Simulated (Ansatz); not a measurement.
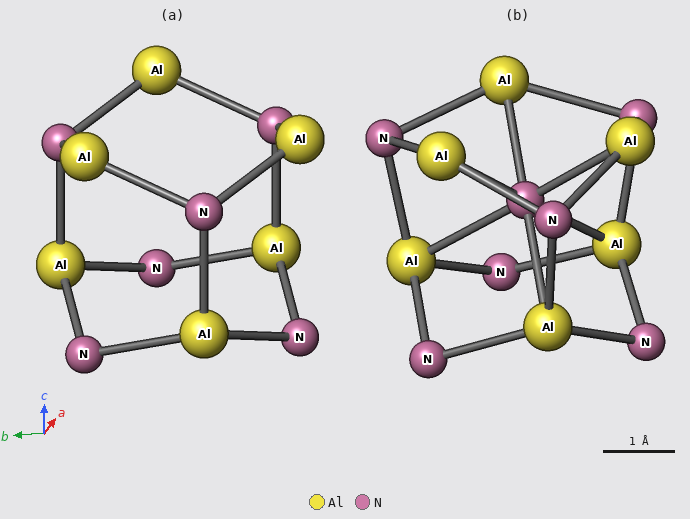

Left: perfect AlN. Right: the same region with one point defect, after relaxing the atoms in a supercell of 12 sites. Style: ball-and-stick. Shown: the atoms within 3.3 Å of one point, from a free direction.

The calculation used Ansatz, DFT PBE, scalar-relativistic, plane waves, PAW. (plane-wave cutoff 420 eV; k-point mesh 2 × 2 × 2; occupations gaussian; smearing width 0.01 eV; collinear spin) The cell is small and the k-mesh coarse, so the numbers are rough. A uniform background neutralises the charged cell. The axes drawn are those of the host's conventional cell.

Which defect is it?

Answer. An extra nitrogen atom is put between the host's atoms (an interstitial).

The charge state of the cell is −2.

What does the relaxation do around it?

Answer. The N atom starts with 3 N at 2.00 Å, 6 Al at 2.09 to 2.32 Å around its place and ends with 6 Al at 1.97 to 2.11 Å, 3 N at 2.22 Å. Of the host's atoms, a nitrogen atom moves furthest from its site, by 0.33 Å.
